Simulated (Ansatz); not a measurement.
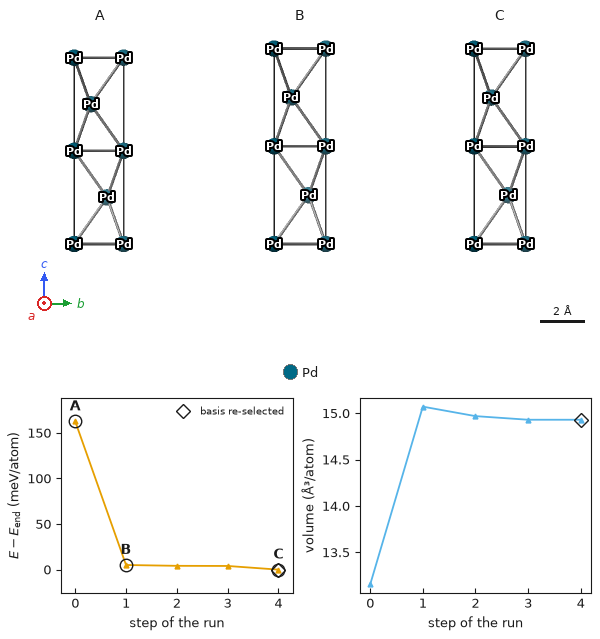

Frames of a relaxation of crystalline Pd (a generated structure, set up in P6_3/mmc) (coarse preliminary run), marked on the history of the run. Style: ball-and-stick. Shown: the cell of the calculation, along the a axis.

Case: Rh → Pd on all its sites, cell and atoms relaxed.

The calculation used Ansatz, DFT r2SCAN, scalar-relativistic, plane waves, PAW.

Input
```yaml
crystal:
  lattice:
    - [2.6501360138, 0.0, 0.0]
    - [-1.3250680069, 2.2950851114, 0.0]
    - [0.0, 0.0, 8.6510296427]
  atoms:
    - { symbol: Pd, position: [0.0, 0.0, 0.0] }
    - { symbol: Pd, position: [0.3333333333, 0.6666666667, 0.25] }
    - { symbol: Pd, position: [0.0, 0.0, 0.5] }
    - { symbol: Pd, position: [0.6666666667, 0.3333333333, 0.75] }
basis:
  ecutwfc: 500
kpoints:
  mp_grid: { grid: [12, 12, 4] }
hamiltonian:
  xc: r2scan
scf:
  occupations: { method: gaussian, width: 0.1 }
output:
  forces: true
  stress: true
  eigenvalues: true
relax:
  adjacent_minimum: "off"
  f_tol: 0.05
  max_steps: 60
  cell: { stress_tol: 0.5 }
```

Launched with:
```bash
ansatz run input.yaml --threads 1 --pin off --max-ram 2560MiB --backend cpu --events-out ev --progress --plain --runs-dir out
```

Describe the path.

Answer. After 3 accepted moves (4 points after the start) the energy has fallen by 163 meV per atom. All forces vanish by symmetry, so only the cell relaxes. Pressure: 33.33 GPa at the start and 0.15 GPa at the end. The SCF was repeated once at an unchanged geometry on a basis and grid sized afresh for the cell, which shifted the energy by 4.0 meV per atom at most. No atom moves by more than 0.005 Å relative to the cell. Cell: a = b 2.650 → 2.758 Å (+4.1 %), c 8.651 → 9.066 Å (+4.8 %). Volume +13.5 %. Some distances before and after: Pd1–Pd2 2.649 → 2.770 Å, Pd1–Pd1 2.650 → 2.758 Å. The space group stays P6_3/mmc (No. 194). Cost: 2.6 min on 1 thread of Intel(R) Xeon(R) Processor @ 2.50GHz (Skylake/Cascade Lake), with other jobs on the host, peak memory 0.63 GiB. From step 0 to 1: volume +14.6 %, energy −158 meV per atom. From step 1 to 4: volume −0.9 %, energy −5.1 meV per atom.

| step | E − E(0), meV/atom | pressure, GPa | volume, Å³/atom | note |
| --- | --- | --- | --- | --- |
| 0 | 0.00 | 33.33 | 13.155 |  |
| 1 | -157.51 | -1.64 | 15.072 |  |
| 2 | -158.41 | -0.42 | 14.969 |  |
| 3 | -158.57 | 0.05 | 14.931 |  |
| 4 | -162.59 | 0.15 | 14.931 | same geometry, new basis |
